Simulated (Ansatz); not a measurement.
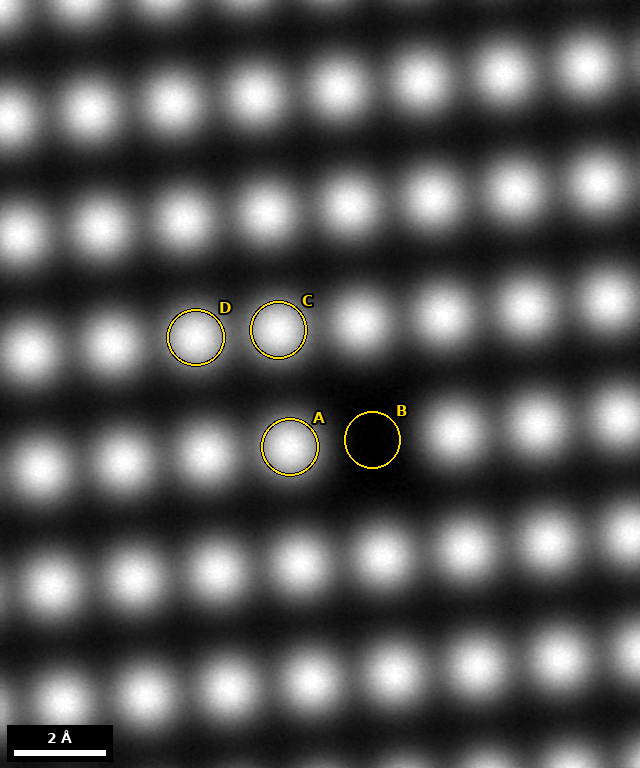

Dark-field STEM-like image of Ir (Pm-3m, No. 221) along [110]. Simulation: incoherent imaging, intensity Z^1.8 per atom, probe width 1.09 Å, thin sample. The probe carries 15 % of its weight in a tail 2.5 times as wide. The display is stretched by a gamma of 0.8; percentages refer to the linear signal. Shot noise and a slight drift were added.

The sample is 1 repeat (3.6 Å) thick. One point defect was put into the perfect crystal, without relaxing the atoms around it. Brightness is counted from the darkest point of the image. Host structure: a calculation's starting geometry; the starting structure was generated, so it need not be a known form of this composition.

> Which ringed column holds the defect, and does it scatter more or less than its equals?

B; it scatters less. The column holds 1 atom (Ir) through the sample, and one Ir atom is missing, so its peak vanishes.
